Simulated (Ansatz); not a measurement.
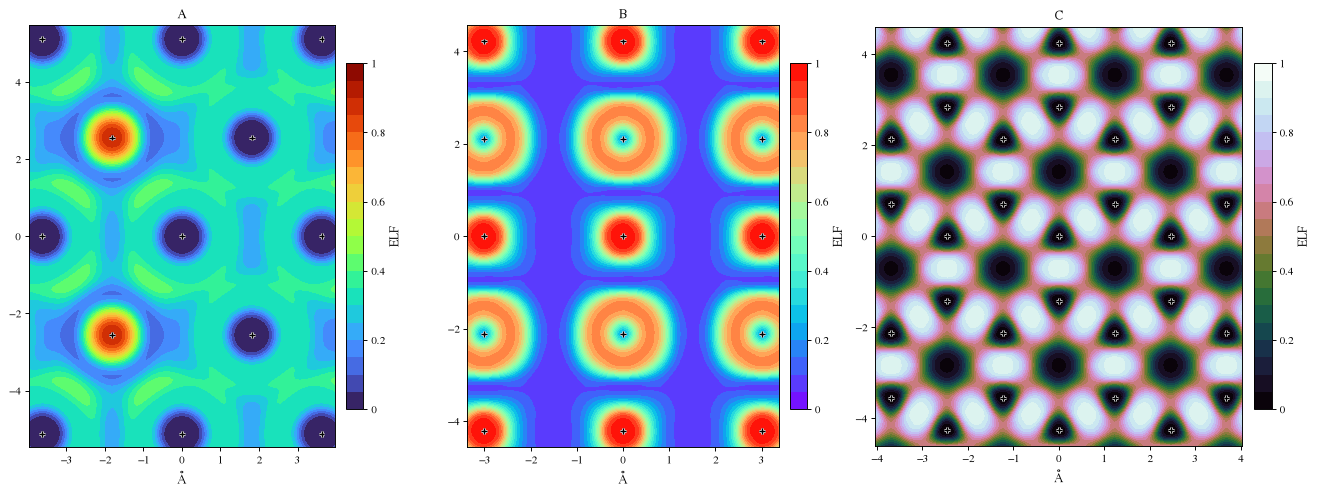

The electron localisation function of 3 systems, each on a plane through atoms (crosses mark nuclei in the plane).

Theory: Ansatz 0.2.0, DFT PBE, scalar-relativistic, plane waves, PAW.

System 1: MnSn3, the (101) plane of the conventional cell. Space group Fm-3m; started from the BiF3 (D0_3) prototype, which need not be the ambient phase; computed pressure about 2 GPa in this cell; spin-polarised.

```yaml
crystal:
  lattice:
    - [7.23773, 0.00000, 0.00000]
    - [0.00000, 7.23773, 0.00000]
    - [0.00000, 0.00000, 7.23773]
  atoms:
    - { symbol: Sn, position: [0.25000, 0.25000, 0.25000] }
    - { symbol: Sn, position: [0.75000, 0.75000, 0.25000] }
    - { symbol: Sn, position: [0.75000, 0.25000, 0.75000] }
    - { symbol: Sn, position: [0.25000, 0.75000, 0.75000] }
    - { symbol: Sn, position: [0.75000, 0.25000, 0.25000] }
    - { symbol: Sn, position: [0.25000, 0.75000, 0.25000] }
    - { symbol: Sn, position: [0.25000, 0.25000, 0.75000] }
    - { symbol: Sn, position: [0.75000, 0.75000, 0.75000] }
    - { symbol: Sn, position: [0.50000, 0.00000, 0.00000] }
    - { symbol: Sn, position: [0.00000, 0.50000, 0.00000] }
    - { symbol: Sn, position: [0.00000, 0.00000, 0.50000] }
    - { symbol: Sn, position: [0.50000, 0.50000, 0.50000] }
    - { symbol: Mn, position: [0.00000, 0.00000, 0.00000] }
    - { symbol: Mn, position: [0.50000, 0.50000, 0.00000] }
    - { symbol: Mn, position: [0.50000, 0.00000, 0.50000] }
    - { symbol: Mn, position: [0.00000, 0.50000, 0.50000] }
```

System 2: C, the (001) plane of the conventional cell. Space group Cmme; a structure from a database of computed crystals, not necessarily the ambient phase; computed pressure about 4 GPa in this cell.

System 3: CoO, the (100) plane of the conventional cell. Space group I4/mmm; spin-polarised.

Q: Which map belongs to which system?

A: Panel A is system 1, MnSn3: the plane holds Sn and Mn. Sn–Sn (3.13 Å): the ELF is about 0.35 at the midpoint. Panel B is system 3, CoO: the plane holds Co and O. Co–O (2.11 Å): the ELF peaks at about 0.80 in the valence shell of O, 0.6 Å from its nucleus, and is about 0.15 at the midpoint: no shared electron pair shows on this line. Panel C is system 2, C: the plane holds C. C–C (1.42 Å): the ELF peaks at about 0.95 between the atoms, as expected for a covalent bond.
